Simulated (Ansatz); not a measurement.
# ZnS (slab): what the fields show

```xyz
10
Lattice="3.8489 0.0000 0.0000 0.0000 3.8489 0.0000 0.0000 0.0000 27.2470" Properties=species:S:1:pos:R:3 pbc="T T T"
S     0.0000    1.9244    7.5000
Zn    1.9244    1.9244    8.8607
S     1.9244    0.0000   10.2215
Zn    0.0000    0.0000   11.5824
S     0.0000    1.9244   12.9432
Zn    1.9244    1.9244   14.3039
S     1.9244    0.0000   15.6646
Zn    0.0000    0.0000   17.0256
S     0.0000    1.9244   18.3863
Zn    1.9244    1.9244   19.7470
```

Not relaxed (largest force 0.6 eV/Å).

Level of theory: DFT PBE, scalar-relativistic, plane waves, PAW in Ansatz.

In a PAW calculation such maps are meaningful between the atoms, not at the nuclei.

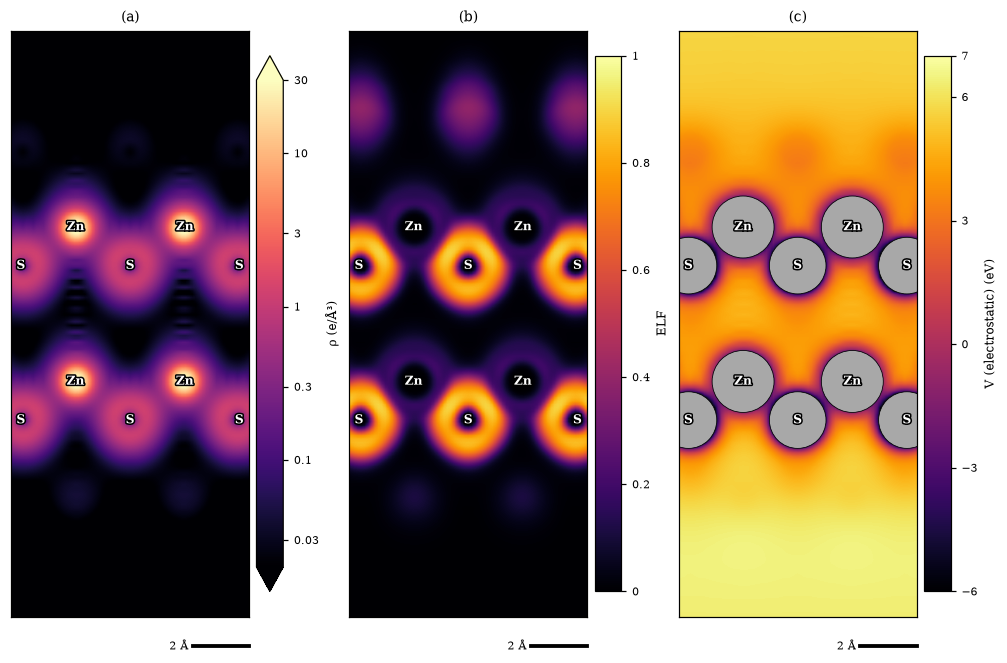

Figure 1. (a) valence charge density (pseudo); (b) ELF; (c) electrostatic potential (local pseudopotential plus Hartree) felt by an electron on the (010) plane of the calculation cell, a cut from vacuum to vacuum. Grey discs cover the atomic cores in the potential map.

### Read the bonding off the picture.

- The section cuts through S and Zn sites.
- Zn–S (2.36 Å): ρ is about 0.5 e/Å³ halfway; the ELF peaks at about 0.90 in the valence shell of S, 0.8 Å from its nucleus, and is about 0.55 at the midpoint.
- The density dies away to nearly zero in the vacuum.

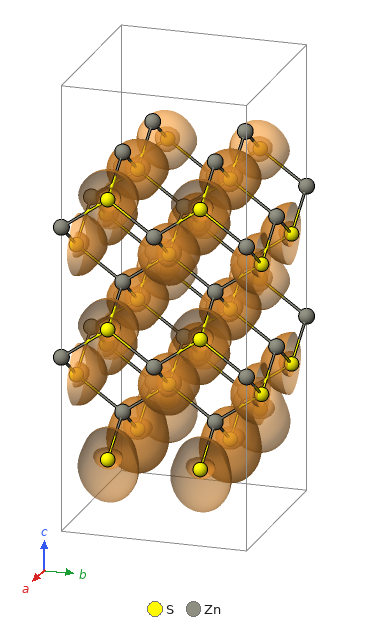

Figure 2. Isosurface of the ELF at 0.65 (orange), seen at an oblique angle. Core shells and regions of very low density are left out. Sticks mark near contacts.

### Identify the bonds, lone pairs and shells in this picture.

The ELF exceeds this value in five regions wrapped around S (the valence shell of each), counted in one cell of 10 atoms. Counts are for one cell; the picture repeats the cell along the surface.

### Metal or insulator at this level of theory?

It is gapless in this calculation (a metal or semimetal).
